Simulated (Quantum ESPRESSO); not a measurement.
## SrO (Fm-3m): from Born charge to LO-TO splitting

How high does the longitudinal optical mode of SrO (Fm-3m) lie, given the transverse one, the Born charge and ε∞?

Method: DFT LDA, scalar-relativistic, plane waves, PseudoDojo norm-conserving pseudopotentials, in Quantum ESPRESSO 7.5.

The database entry behind the starting cell differs from later determinations by our own check (about 0.5 % short), so it need not match the best structure at ambient conditions.

### 1. The relaxed structure

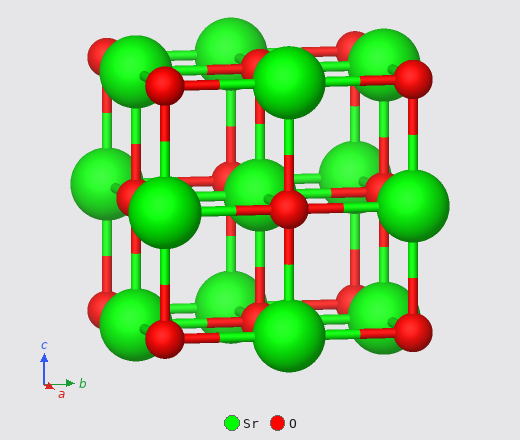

The cell as given, slightly off an axis (strontium green, oxygen red). This picture shows the conventional cell, with its axes. Some periodic images of atoms are drawn too.

This is the cell after its relaxation at this level of theory, not the database cell from which that began.

### 2. What the response run gave

A linear-response run on the relaxed cell, with the response to an electric field; only its zone-centre results are used. Cutoff 92 Ry, k mesh 8×8×8.

What it wrote:

```text
[banners, grids, parts of the stress and lines that vanish by symmetry left out]
Program PHONON v.7.5
     Reading xml data from directory:

[...]
Exchange-correlation= PW
                           (   1   4   0   0   0   0   0)
[...]
(   8 q-points):
[...]
kinetic-energy cut-off    =      92.0000  Ry
     charge density cut-off    =     368.0000  Ry
     convergence threshold     =      1.0E-18
[...]
Exchange-correlation= PW
                           (   1   4   0   0   0   0   0)
[...]
q = (   0.0000000   0.0000000   0.0000000 )
     49 Sym.Ops. (with q -> -q+G )
     G cutoff =  852.6195  (  26229 G-vectors)     FFT grid: ( 45, 45, 45)
     number of k points=    29
[...]
Mode symmetry, O_h (m-3m)  point group:
[...]
Dielectric constant
[...]
End of electric fields calculation
          Dielectric constant in cartesian axis
          (       3.862306682       0.000000000       0.000000000 )
          (      -0.000000000       3.862306682       0.000000000 )
          (       0.000000000      -0.000000000       3.862306682 )
          Effective charges (d Force / dE) in cartesian axis without acoustic sum rule applied (asr)
           atom    1  Sr    Mean Z*:        2.47556
      Ex  (        2.47556        0.00000       -0.00000 )
      Ey  (        0.00000        2.47556       -0.00000 )
      Ez  (       -0.00000       -0.00000        2.47556 )
           atom    2  O     Mean Z*:       -2.47586
      Ex  (       -2.47586       -0.00000        0.00000 )
      Ey  (        0.00000       -2.47586       -0.00000 )
      Ez  (        0.00000       -0.00000       -2.47586 )
          Effective charges Sum: Mean:       -0.00030
[...]
Effective charges (d Force / dE) in cartesian axis with asr applied:
           atom    1  Sr    Mean Z*:        2.47571
[...]
atom    2  O     Mean Z*:       -2.47571
[...]
Representation #   1 modes #   1   2   3
[...]
End of self-consistent calculation
     Convergence has been achieved
     Representation #   2 modes #   4   5   6
[...]
End of self-consistent calculation
     Convergence has been achieved
[...]
Dielectric constant in cartesian axis
          (       3.862306682       0.000000000       0.000000000 )
          (      -0.000000000       3.862306682       0.000000000 )
          (       0.000000000      -0.000000000       3.862306682 )
          Effective charges (d Force / dE) in cartesian axis without acoustic sum rule applied (asr)
           atom    1  Sr    Mean Z*:        2.47556
[...]
Mode symmetry, C_s (m)     point group:
[...]
q = (    0.750000000  -0.250000000   0.750000000 )
[...]
Mode symmetry, C_s (m)     point group:
     freq (   1-   1) =        120.9  [cm-1]   --> A''
     freq (   2-   2) =        144.9  [cm-1]   --> A'
     freq (   3-   3) =        201.0  [cm-1]   --> A'
     freq (   4-   4) =        265.9  [cm-1]   --> A''
     freq (   5-   5) =        286.3  [cm-1]   --> A'
     freq (   6-   6) =        376.9  [cm-1]   --> A'
[...]
Mode symmetry, C_2v (mm2)  point group:
[...]
q = (    0.500000000   0.000000000   0.500000000 )
[...]
Mode symmetry, C_2v (mm2)  point group:
     freq (   1-   1) =        110.9  [cm-1]   --> B_1  D_3  S_3
     freq (   2-   2) =        140.6  [cm-1]   --> B_2  D_4  S_4
     freq (   3-   3) =        194.9  [cm-1]   --> A_1  D_1  S_1
     freq (   4-   4) =        268.5  [cm-1]   --> B_2  D_4  S_4
     freq (   5-   5) =        281.7  [cm-1]   --> B_1  D_3  S_3
     freq (   6-   6) =        415.1  [cm-1]   --> A_1  D_1  S_1
[...]
Mode symmetry, D_4h(4/mmm) point group:
[...]
Convergence has been achieved
[...]
Convergence has been achieved
[...]
Convergence has been achieved
[...]
Convergence has been achieved
[...]
q = (    0.000000000  -1.000000000   0.000000000 )
[...]
freq (    5) =       7.303801 [THz] =     243.628567 [cm-1]
     freq (    6) =       9.347606 [THz] =     311.802557 [cm-1]
[...]
Mode symmetry, D_4h(4/mmm) point group:
     freq (   1-   2) =        126.3  [cm-1]   --> E_u  X_5' M_5'
     freq (   3-   3) =        198.3  [cm-1]   --> A_2u X_4' M_4'
     freq (   4-   5) =        243.6  [cm-1]   --> E_u  X_5' M_5'
     freq (   6-   6) =        311.8  [cm-1]   --> A_2u X_4' M_4'
[...]
Mode symmetry, D_2d (-42m) point group:
[...]
Representation #   1 mode #   1
[...]
Convergence has been achieved
     Representation #   2 mode #   2
[...]
Convergence has been achieved
     Representation #   3 modes #   3   4
[...]
End of self-consistent calculation
     Convergence has been achieved
     Representation #   4 modes #   5   6
[...]
End of self-consistent calculation
     Convergence has been achieved
[...]
q = (   -0.500000000  -1.000000000   0.000000000 )
[...]
freq (    1) =       4.549778 [THz] =     151.764267 [cm-1]
     freq (    2) =       5.146250 [THz] =     171.660432 [cm-1]
     freq (    3) =       5.146250 [THz] =     171.660432 [cm-1]
     freq (    4) =       8.530403 [THz] =     284.543611 [cm-1]
     freq (    5) =       8.530403 [THz] =     284.543611 [cm-1]
     freq (    6) =       9.833552 [THz] =     328.011983 [cm-1]
[...]
Mode symmetry, D_2d (-42m) point group:
     freq (   1-   1) =        151.8  [cm-1]   --> A_1  X_1  W_1
     freq (   2-   3) =        171.7  [cm-1]   --> E    X_5  W_3
     freq (   4-   5) =        284.5  [cm-1]   --> E    X_5  W_3
     freq (   6-   6) =        328.0  [cm-1]   --> B_2  X_3  W_2

   JOB DONE.
```

| quantity | value |
| --- | --- |
| cell volume Ω (Å³) | 32.407 |
| mass of Sr (u) | 87.620 |
| mass of O (u) | 15.999 |
| Born charge of Sr, raw (e) | 2.476 |
| Born charge of O, raw (e) | -2.476 |
| ε∞ | 3.862 |
| ω(TO) after the sum rule (cm⁻¹) | 216.7 |

### 3. The calculation

The charges must sum to zero over the cell; taking off their mean, 0.000 e, leaves Z* = 2.476 e on Sr. In the polar mode Sr moves against O, so the reduced mass is μ = 87.62 × 16.00 / 103.62 = 13.529 u.

A longitudinal wave builds up a field that adds to the restoring force: ω(LO)² = ω(TO)² + 4π Z*² / (μ Ω ε∞), in Hartree atomic units. With μ = 24661 electron masses and Ω = 218.70 bohr³ the second term is 3.6976e-06 Ha², or 178110 cm⁻² (1 Ha = 219474.6 cm⁻¹).

So ω(LO) = √(46955 + 178110) = 474.4 cm⁻¹, and by the Lyddane-Sachs-Teller relation ε₀ = ε∞ (ω(LO)/ω(TO))² = 18.51.

### 4. Check against the program

The analysis program adds the same non-analytic term to the full matrix, here for q along (1 0 0).

What it wrote:

```text
[banner, memory and clock lines left out]
Program DYNMAT v.7.5

     Reading Dynamical Matrix from file x.dyn1
     ...Force constants read
     ...epsilon and Z* read

     Polarizability (A^3 units)
     multiply by 0.511744 for Clausius-Mossotti correction
         7.381599   -0.000000    0.000000
         0.000000    7.381599   -0.000000
         0.000000    0.000000    7.381599

     IR activities are in (D/A)^2/amu units

# mode   [cm-1]    [THz]      IR
    1      0.00    0.0000    0.0000
    2      0.00    0.0000    0.0000
    3      0.00    0.0000    0.0000
    4    216.69    6.4961   10.4523
    5    216.69    6.4961   10.4523
    6    474.40   14.2222   10.4523
```

ε₀ comes from the program's run without a direction of q.

| quantity | by hand | program |
| --- | --- | --- |
| ω(LO) (cm⁻¹) | 474.4 | 474.4 |
| ε₀ | 18.51 | 18.51 |

### 5. Summary of results

```json
{
 "TO mode": "216.7 cm⁻¹",
 "LO mode": "474.4 cm⁻¹",
 "static dielectric constant": "18.51"
}
```

In words: The LO mode of SrO (Fm-3m) lies at 474 cm⁻¹, 258 cm⁻¹ above the TO mode; the formula meets the program within 0.1 cm⁻¹, as it must for a cubic crystal with one polar mode. ω(LO)² − ω(TO)² goes with Z*²/ε∞: an error of 5 % in ε∞ would move the LO mode by 9.0 cm⁻¹, and semilocal functionals tend to overestimate ε∞. These are harmonic values at zero temperature, at the volume of this functional, for the structure held cubic; stability elsewhere in the zone is no part of this calculation.

[Host names and launcher messages were left out of these logs when they were recorded.]

[Logs are printed without paths, hosts, clocks, repeated set-up lines and the standing remarks that a program may print on its own settings, such as how far it seeks lower states.]

[Hosts, paths, dates, database ids (printed as entryN), source tags and the programs' standing remarks are cut or masked in the printed files.]
